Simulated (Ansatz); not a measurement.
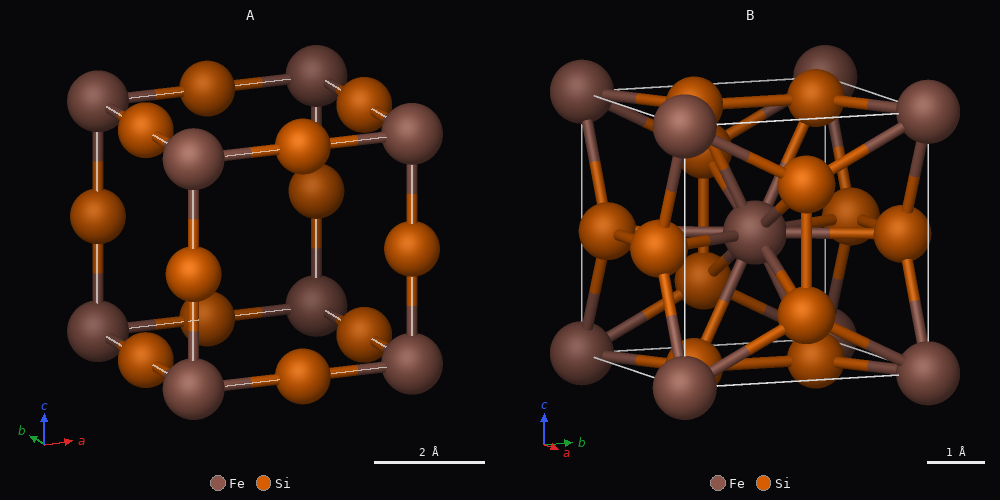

Two structures of FeSi₃, each relaxed to rest (conventional cells in solid outline, small ones repeated, not to one scale). Method: Ansatz, DFT PBE, scalar-relativistic, plane waves, PAW, with collinear spins.

> Give the type and space group of each.

A: ReO₃ type, Pm-3m. B: Cr₃Si (A15) type, Pm-3n.

> Which of the two does the method prefer?

B is lower, by 245 meV/atom at this level of theory (energies at zero smearing). Volumes: A 20.5, B 12.5 Å³/atom.

One or both may be structure types tried for this composition rather than known phases.
